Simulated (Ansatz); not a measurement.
## Nudged elastic band, with input and output: Al (part 2 of 2)

The same run, continued: Al (defect cell, 19 atoms in the cell); DFT PBEsol, scalar-relativistic, plane waves, PAW, no spin polarisation (Ansatz 0.2.0); cutoff 420 eV, 4×4×4 k-mesh, Gaussian smearing of 0.1 eV. The structure derives from an entry of the Crystallography Open Database. It belongs to a series of runs on one base structure; here: band between the two ends.

Geometry of the input (Å; fractional positions):
```
6.0233  2.0078  4.0156
-6.0233  -2.0078  4.0156
2.0078  -6.0233  -4.0156
Al 0.1515  0.0529  0.7044
Al 0.6084  0.2041  0.8016
Al 0.0975  0.6932  0.8016
Al 0.1959  0.3975  0.6043
Al 0.3000  0.1000  0.4000
Al 0.5500  0.8500  0.9000
Al 0.6481  0.5479  0.6960
Al 0.7529  0.2485  0.5014
Al 0.0025  0.0068  -0.0016
Al 0.2479  0.7519  0.4997
Al 0.3471  0.4515  0.2986
Al 0.4519  0.1521  0.1040
Al 0.7068  0.9084  0.6043
Al 0.8000  0.6000  0.4000
Al 0.9041  0.3025  0.1957
Al 0.3932  0.7916  0.1957
Al 0.4916  0.4959  0.9984
Al 0.8521  0.9481  0.3003
Al 0.9485  0.6471  0.0956
```

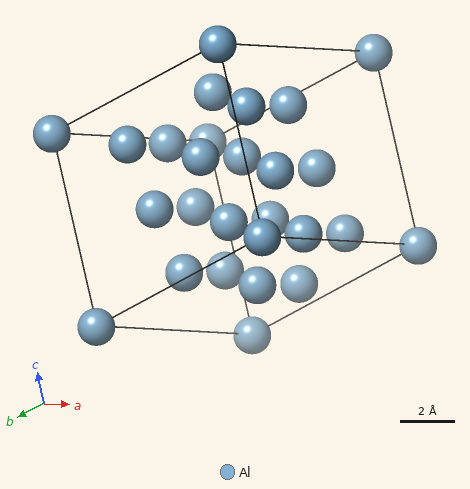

*The starting structure (spheres-only view of the cell of the calculation, seen at an oblique angle).*

Output, continued:
```
  k-point 0: bands = ["-3.4683", "-0.1054", "0.0017", "0.0694", "0.1243", "0.3528", "0.3888", "0.4674", "0.4729", "0.6703", "0.6722", "1.0380", "1.5829", "3.4827", "3.5815", "3.8929", "4.0796", "4.7945", "6.1825", "6.7203", "6.8830", "6.9906", "7.2829", "7.3564", "7.3746", "7.3850", "7.4478", "7.5301", "7.6420", "7.7071", "7.7241", "7.8769", "7.9532", "8.0192", "8.3427", "8.5951", "8.7562", "9.1343", "9.2728", "9.3746", "9.6278", "9.8100", "9.9943", "10.8301", "10.8999", "11.0447", "11.1476", "11.3271"]
  k-point 1: bands = ["-3.2449", "-1.4536", "-0.1734", "-0.1463", "-0.1401", "-0.0112", "0.2402", "0.6078", "1.5907", "1.6259", "1.6486", "1.9503", "2.0936", "2.1683", "2.8399", "4.9008", "5.0613", "5.1104", "5.2248", "5.4477", "5.5366", "5.8205", "6.4174", "6.4300", "6.7158", "6.9323", "7.0434", "7.2270", "7.7562", "8.1760", "8.3123", "8.4151", "8.5957", "8.8028", "9.0159", "9.1208", "9.7967", "9.9231", "9.9460", "10.1083", "10.2227", "10.4065", "10.4593", "10.5316", "10.7728", "10.9064", "10.9071", "10.9629"]
  k-point 2: bands = ["-2.6758", "-2.4535", "-0.3920", "-0.3658", "-0.2556", "-0.2459", "0.8484", "0.9416", "1.0456", "1.4733", "3.0285", "3.0719", "3.1162", "3.2262", "3.2504", "3.3235", "3.6690", "3.7379", "4.6329", "4.6943", "5.5419", "5.6554", "6.5298", "6.6200", "6.7585", "6.8291", "7.0067", "7.3517", "7.9668", "8.0650", "8.2980", "8.4340", "8.7860", "8.7883", "8.9938", "9.5419", "9.9562", "9.9924", "10.0984", "10.2557", "10.2681", "10.3024", "10.4351", "10.4921", "10.6384", "10.6653", "10.7862", "11.0204"]
  k-point 35: bands = ["-1.8396", "-1.8376", "-1.6756", "-1.4195", "-1.2729", "-0.8636", "2.1198", "2.1206", "2.1459", "2.2681", "2.3269", "2.5404", "2.5646", "3.0640", "4.7182", "4.8787", "5.1447", "5.3155", "5.3613", "5.5919", "5.5975", "5.6560", "5.7387", "5.7478", "5.8074", "5.9537", "6.0436", "6.2136", "6.3005", "6.3098", "6.6322", "6.8983", "6.8994", "7.1827", "7.8402", "7.8644", "8.3889", "8.4671", "12.2369", "12.2405", "12.3540", "12.3893", "12.4020", "12.5948", "12.6467", "12.6690", "12.7052", "12.7935"]
this run last wrote the band of iteration 4 to [file]
--- NEB band (7 images, 4 band iterations, 122 SCF iterations) ---
  forward barrier  = 0.659837 eV
  backward barrier = 0.659837 eV
  lagrangian_above_aufbau_ev (what the smearing adds, to first order; not taken off the barriers): saddle image -0.021220 eV, end points -0.019968 and -0.019969 eV
  energies are F+E_penalty+E_count in eV, relative to image 0
  image     s (Å)  Δ vs image 0  max|band force component| (eV/Å)
      0    0.0000      0.000000                                 —
      1    0.5033      0.180236                          4.251e-3
      2    1.0064      0.508418                          1.028e-2
  *   3    1.5096      0.659837                          1.352e-2
      4    2.0128      0.508418                          1.028e-2
      5    2.5160      0.180236                          4.250e-3
      6    3.0192     -0.000000                                 —
  highest-image geometry (image 3):
  cell:  # Å, volume = 323.7480 Å³
    - [6.0233342682, 2.0077780894, 4.0155561788]
    - [-6.0233342682, -2.0077780894, 4.0155561788]
    - [2.0077780894, -6.0233342682, -4.0155561788]
  atoms:
    - { symbol: Al, position: [0.09999996163052297, 0.19999998321878296, 0.7999999438992492] }
    - { symbol: Al, position: [0.6000000224905719, 0.19999999957702305, 0.7999999886859472] }
    - { symbol: Al, position: [0.09999998992723855, 0.6999999689378203, 0.7999999937696162] }
    - { symbol: Al, position: [0.21330426430442503, 0.416733685467058, 0.5917839284878044] }
    - { symbol: Al, position: [0.3049941959580386, 0.10526122242078914, 0.4050731598337182] }
    - { symbol: Al, position: [0.5491966889292538, 0.8561323858227978, 0.9053290737994025] }
    - { symbol: Al, position: [0.6508032996930522, 0.5438675906900048, 0.6946708921385432] }
    - { symbol: Al, position: [0.7602070697699008, 0.24735762707035758, 0.5075647077746062] }
    - { symbol: Al, position: [-0.013304284318058714, -0.016733707245686694, 0.008216030989016678] }
    - { symbol: Al, position: [0.2421752267613717, 0.7613887751728607, 0.5035639946530658] }
    - { symbol: Al, position: [0.3303194604551622, 0.44335164683005707, 0.2736711006214489] }
    - { symbol: Al, position: [0.439792958299431, 0.15264236205430232, 0.09243531781181584] }
    - { symbol: Al, position: [0.6750502409592423, 0.8784796711408809, 0.5917839327176311] }
    - { symbol: Al, position: [0.7998119330747463, 0.6000789632364667, 0.4050731550877468] }
    - { symbol: Al, position: [0.895005799225961, 0.2947387984154169, 0.19492687644611875] }
    - { symbol: Al, position: [0.4001880839555919, 0.799921079302429, 0.1949268810530979] }
    - { symbol: Al, position: [0.5249497407135136, 0.5215203161054021, 1.0082160340557553] }
    - { symbol: Al, position: [0.8696805765532426, 0.9566483752923071, 0.32632895809272416] }
    - { symbol: Al, position: [0.9578247716167931, 0.6386112564909295, 0.09643603008269129] }
```

The last band as extended XYZ (Å, eV, eV/Å):
```
19
Lattice="6.0233 2.0078 4.0156 -6.0233 -2.0078 4.0156 2.0078 -6.0233 -4.0156" Properties=species:S:1:pos:R:3:forces:R:3 image=0 energy=-9965.63293
Al    2.0078   -4.0448   -2.0078    0.0044   0.0010   0.0000
Al    4.0447   -4.0166    0.0435   -0.0023   0.0000   0.0020
Al   -1.9786   -6.0244   -0.0435   -0.0023   0.0000  -0.0020
Al   -0.0011   -4.0447   -0.0435    0.0000   0.0023  -0.0020
Al    2.0078   -2.0078    0.0000    0.0000   0.0000   0.0000
Al    0.0000   -6.0233    2.0078    0.0000   0.0000   0.0000
Al    2.0012   -3.9908    2.0078   -0.0014  -0.0011   0.0000
Al    4.0448   -2.0077    2.0078   -0.0010   0.0044   0.0000
Al   -0.0291    0.0011    0.0435    0.0023   0.0000   0.0020
Al   -2.0325   -4.0221    2.0078    0.0011  -0.0014   0.0000
Al   -0.0292   -2.0078    2.0078    0.0010  -0.0044   0.0000
Al    2.0143   -0.0247    2.0078    0.0014   0.0011   0.0000
Al   -0.0011   -4.0447    4.0591    0.0000   0.0023   0.0020
Al    2.0078   -2.0078    4.0156    0.0000   0.0000   0.0000
Al    4.0166    0.0291    4.0591    0.0000  -0.0023   0.0020
Al   -2.0067   -1.9786    3.9721    0.0000  -0.0023  -0.0020
Al    1.9786   -6.0222   -0.0435    0.0023   0.0000  -0.0020
Al    0.0247   -2.0012    6.0233   -0.0011   0.0014   0.0000
Al    2.0077    0.0292    6.0233   -0.0044  -0.0010   0.0000
19
Lattice="6.0233 2.0078 4.0156 -6.0233 -2.0078 4.0156 2.0078 -6.0233 -4.0156" Properties=species:S:1:pos:R:3:forces:R:3 image=1 energy=-9965.45270
Al    1.7199   -4.3345   -2.0078    0.4174   0.4005   0.0000
Al    4.0118   -4.0173    0.0008   -0.0132  -0.0228   0.0096
Al   -2.0115   -6.0251   -0.0008   -0.0132  -0.0228  -0.0096
Al   -0.0308   -4.0210    0.0667   -0.0089  -0.0545  -0.0761
Al    2.0101   -2.0314    0.0025   -0.0280  -0.0119  -0.0112
Al   -0.0152   -6.0443    2.0078   -0.0073  -0.0038   0.0000
Al    2.0220   -3.9621    2.0078   -0.0361  -0.0230   0.0000
Al    4.1017   -2.0291    2.0078   -0.0443  -0.0196   0.0000
Al   -0.0024   -0.0265   -0.0700   -0.0512  -0.0004   0.0772
Al   -2.1011   -4.0533    2.0078   -0.0065  -0.0110   0.0000
Al   -0.0840   -1.9261    2.0078    0.0111  -0.0717   0.0000
Al    1.9876   -0.0298    2.0078    0.0266  -0.0539   0.0000
Al   -0.0308   -4.0210    3.9488   -0.0089  -0.0545   0.0761
Al    2.0101   -2.0314    4.0131   -0.0280  -0.0119   0.0112
Al    4.0127    0.0310    4.0231   -0.0175  -0.0263   0.0221
Al   -2.0107   -1.9768    4.0081   -0.0175  -0.0263  -0.0221
Al    2.0054   -6.0498    0.0700   -0.0512  -0.0004  -0.0772
Al    0.0792   -2.0578    6.0233   -0.0658   0.0391   0.0000
Al    2.0693    0.0614    6.0233   -0.0576  -0.0247   0.0000
19
Lattice="6.0233 2.0078 4.0156 -6.0233 -2.0078 4.0156 2.0078 -6.0233 -4.0156" Properties=species:S:1:pos:R:3:forces:R:3 image=2 energy=-9965.12452
Al    1.3719   -4.6720   -2.0078    0.4015   0.3624   0.0000
Al    4.0061   -4.0154   -0.0060   -0.0293  -0.0181  -0.0060
Al   -2.0172   -6.0232    0.0060   -0.0293  -0.0181   0.0060
Al   -0.0421   -3.9945    0.1273   -0.0285  -0.0395  -0.0268
Al    2.0148   -2.0386    0.0126   -0.0206  -0.0157  -0.0050
Al   -0.0274   -6.0593    2.0078   -0.0187  -0.0074   0.0000
Al    2.0331   -3.9617    2.0078   -0.0244  -0.0131   0.0000
Al    4.1176   -2.0339    2.0078   -0.0096  -0.0326   0.0000
Al    0.0197   -0.0445   -0.1315   -0.0407  -0.0254   0.0240
Al   -2.1159   -4.0633    2.0078   -0.0282  -0.0145   0.0000
Al   -0.1139   -1.8851    2.0078   -0.0085  -0.0249   0.0000
Al    1.9509   -0.0036    2.0078    0.0231  -0.0426   0.0000
Al   -0.0421   -3.9945    3.8882   -0.0285  -0.0395   0.0268
Al    2.0148   -2.0386    4.0030   -0.0206  -0.0157   0.0050
Al    4.0090    0.0327    4.0042   -0.0181  -0.0217   0.0077
Al   -2.0144   -1.9751    4.0269   -0.0181  -0.0217  -0.0077
Al    2.0275   -6.0678    0.1315   -0.0407  -0.0254  -0.0240
Al    0.1159   -2.1071    6.0233   -0.0327   0.0159   0.0000
Al    2.1004    0.0664    6.0233   -0.0283  -0.0023   0.0000
19
Lattice="6.0233 2.0078 4.0156 -6.0233 -2.0078 4.0156 2.0078 -6.0233 -4.0156" Properties=species:S:1:pos:R:3:forces:R:3 image=3 energy=-9964.97310
Al    1.0039   -5.0194   -2.0078    0.0000   0.0000   0.0000
Al    4.0156   -4.0156    0.0000    0.0000   0.0000   0.0000
Al   -2.0078   -6.0233    0.0000    0.0000   0.0000   0.0000
Al   -0.0372   -3.9730    0.1536   -0.0021   0.0065   0.0037
Al    2.0164   -2.0389    0.0208    0.0011   0.0050   0.0043
Al   -0.0311   -6.0694    2.0078   -0.0035   0.0047   0.0000
Al    2.0389   -3.9695    2.0078    0.0035  -0.0047   0.0000
Al    4.1081   -2.0275    2.0078    0.0005  -0.0055   0.0000
Al    0.0372   -0.0426   -0.1536    0.0021  -0.0065  -0.0037
Al   -2.1164   -4.0756    2.0078   -0.0116  -0.0135   0.0000
Al   -0.1314   -1.8754    2.0078   -0.0089   0.0039   0.0000
Al    1.9152    0.0198    2.0078   -0.0005   0.0055   0.0000
Al   -0.0372   -3.9730    3.8619   -0.0021   0.0065  -0.0037
Al    2.0164   -2.0389    3.9947    0.0011   0.0050  -0.0043
Al    4.0070    0.0311    3.9947   -0.0011  -0.0050  -0.0043
Al   -2.0164   -1.9767    4.0364   -0.0011  -0.0050   0.0043
Al    2.0449   -6.0659    0.1536    0.0021  -0.0065   0.0037
Al    0.1314   -2.1402    6.0233    0.0089  -0.0039   0.0000
Al    2.1164    0.0600    6.0233    0.0116   0.0135   0.0000
19
Lattice="6.0233 2.0078 4.0156 -6.0233 -2.0078 4.0156 2.0078 -6.0233 -4.0156" Properties=species:S:1:pos:R:3:forces:R:3 image=4 energy=-9965.12452
Al    0.6359   -5.3669   -2.0078   -0.4015  -0.3624   0.0000
Al    4.0250   -4.0157    0.0060    0.0293   0.0181   0.0060
Al   -1.9983   -6.0234   -0.0060    0.0293   0.0181  -0.0060
Al   -0.0197   -3.9711    0.1315    0.0407   0.0254  -0.0240
Al    2.0144   -2.0405    0.0113    0.0181   0.0217  -0.0077
Al   -0.0253   -6.0772    2.0078    0.0244   0.0131   0.0000
Al    2.0352   -3.9796    2.0078    0.0187   0.0074   0.0000
Al    4.0724   -2.0042    2.0078   -0.0231   0.0426   0.0000
Al    0.0421   -0.0210   -0.1273    0.0285   0.0395   0.0268
Al   -2.1004   -4.0819    2.0078    0.0283   0.0023   0.0000
Al   -0.1159   -1.9085    2.0078    0.0327  -0.0159   0.0000
Al    1.9057    0.0262    2.0078    0.0096   0.0326   0.0000
Al   -0.0197   -3.9711    3.8840    0.0407   0.0254   0.0240
Al    2.0144   -2.0405    4.0042    0.0181   0.0217   0.0077
Al    4.0085    0.0308    4.0030    0.0206   0.0157   0.0050
Al   -2.0148   -1.9770    4.0281    0.0206   0.0157  -0.0050
Al    2.0499   -6.0443    0.1273    0.0285   0.0395  -0.0268
Al    0.1139   -2.1305    6.0233    0.0085   0.0249   0.0000
Al    2.1159    0.0478    6.0233    0.0282   0.0145   0.0000
19
Lattice="6.0233 2.0078 4.0156 -6.0233 -2.0078 4.0156 2.0078 -6.0233 -4.0156" Properties=species:S:1:pos:R:3:forces:R:3 image=5 energy=-9965.45270
Al    0.2879   -5.7044   -2.0078   -0.4174  -0.4005   0.0000
Al    4.0193   -4.0138   -0.0008    0.0132   0.0228  -0.0096
Al   -2.0040   -6.0216    0.0008    0.0132   0.0228   0.0096
Al    0.0024   -3.9891    0.0700    0.0512   0.0004  -0.0772
Al    2.0107   -2.0388   -0.0075    0.0175   0.0263  -0.0221
Al   -0.0142   -6.0768    2.0078    0.0361   0.0230   0.0000
Al    2.0230   -3.9946    2.0078    0.0073   0.0038   0.0000
Al    4.0358   -1.9780    2.0078   -0.0266   0.0539   0.0000
Al    0.0308    0.0054   -0.0667    0.0089   0.0545   0.0761
Al   -2.0693   -4.0770    2.0078    0.0576   0.0247   0.0000
Al   -0.0792   -1.9577    2.0078    0.0658  -0.0391   0.0000
Al    1.9216    0.0213    2.0078    0.0443   0.0196   0.0000
Al    0.0024   -3.9891    3.9456    0.0512   0.0004   0.0772
Al    2.0107   -2.0388    4.0231    0.0175   0.0263   0.0221
Al    4.0132    0.0236    4.0131    0.0280   0.0119   0.0112
Al   -2.0101   -1.9842    4.0180    0.0280   0.0119  -0.0112
Al    2.0386   -6.0179    0.0667    0.0089   0.0545  -0.0761
Al    0.0840   -2.0895    6.0233   -0.0111   0.0717   0.0000
Al    2.1011    0.0377    6.0233    0.0065   0.0110   0.0000
19
Lattice="6.0233 2.0078 4.0156 -6.0233 -2.0078 4.0156 2.0078 -6.0233 -4.0156" Properties=species:S:1:pos:R:3:forces:R:3 image=6 energy=-9965.63293
Al   -0.0001   -5.9941   -2.0078   -0.0044  -0.0010   0.0000
Al    3.9864   -4.0145   -0.0435    0.0023   0.0000  -0.0020
Al   -2.0369   -6.0222    0.0435    0.0023   0.0000   0.0020
Al    0.0291   -4.0166   -0.0435   -0.0023   0.0000  -0.0020
Al    2.0067   -2.0369   -0.0435    0.0000   0.0023  -0.0020
Al    0.0066   -6.0481    2.0078    0.0014   0.0011   0.0000
Al    2.0078   -4.0156    2.0078    0.0000   0.0000   0.0000
Al    4.0090   -1.9831    2.0078   -0.0014  -0.0011   0.0000
Al    0.0011    0.0291    0.0435    0.0000  -0.0023   0.0020
Al   -2.0077   -4.0448    2.0078    0.0044   0.0010   0.0000
Al   -0.0247   -2.0143    2.0078    0.0011  -0.0014   0.0000
Al    1.9785   -0.0001    2.0078    0.0010  -0.0044   0.0000
Al    0.0291   -4.0166    4.0591   -0.0023   0.0000   0.0020
Al    2.0067   -2.0369    4.0591    0.0000   0.0023   0.0020
Al    4.0156    0.0000    4.0156    0.0000   0.0000   0.0000
Al   -2.0078   -2.0078    4.0156    0.0000   0.0000   0.0000
Al    2.0089   -5.9942   -0.0435    0.0000  -0.0023  -0.0020
Al    0.0292   -2.0077    6.0233   -0.0010   0.0044   0.0000
Al    2.0325    0.0066    6.0233   -0.0011   0.0014   0.0000
```

Results in brief:

```tsv
quantity	value
outcome	converged
barrier, forward	0.660 eV
barrier, backward	0.660 eV
electrons treated	57
hardware	4 threads of Arm Neoverse V1, 24 GiB of memory available, shared host
wall time	6.2 min (CPU time 17 min)
peak memory	2.6 GiB
```

The order of the saddle point was not checked.
